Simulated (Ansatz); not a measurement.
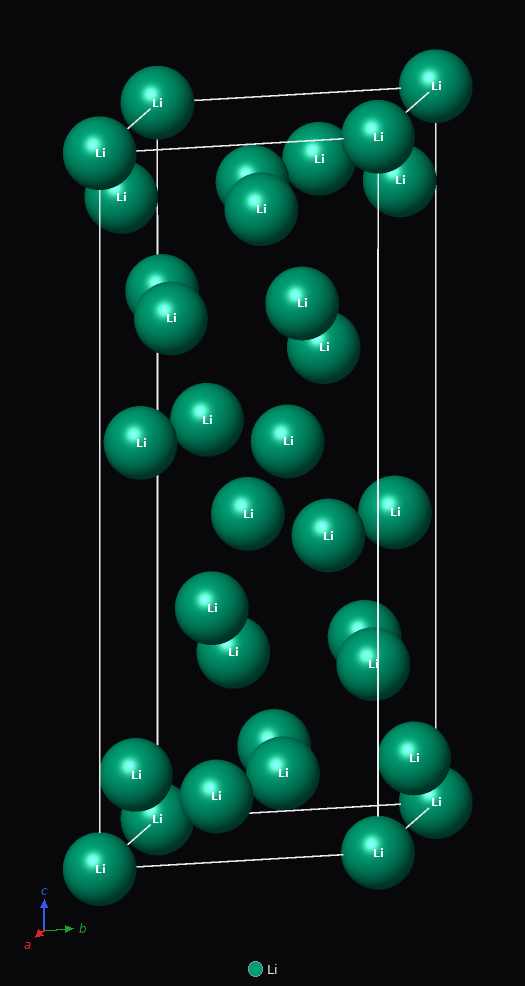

Spheres-only drawing of the structure, looking slightly off an axis. The edges of the conventional unit cell are marked.

Li, space group R-3 (No. 148), a = 5.845 Å, b = 5.845 Å, c = 14.469 Å, α = 90.00°, β = 90.00°, γ = 120.00°. Origin of the cell: a structure type filled with this element by a generator (whether the element takes this form wasn't checked). Earlier steps of the study may have refined or changed the cell and positions. It was run through Ansatz as a DFT input.

This one geometry was computed with Ansatz (DFT, plane waves, PAW) at three levels of theory: LDA, PBE and r2SCAN.

Q: How does the band gap change with the level of theory?

A: All levels give a metal.

Q: Collect the results in a table.

A:
| level | cutoff (eV) | k-mesh of the run's cell | gap (eV) | pressure (GPa) |
| --- | --- | --- | --- | --- |
| LDA | 420 | 12×12×12 | metal | -0.8 |
| PBE | 420 | 12×12×12 | metal | 0.0 |
| r2SCAN | 500 | 12×12×12 | metal | 0.5 |

Gaps are taken on the k-mesh or band path of each run.
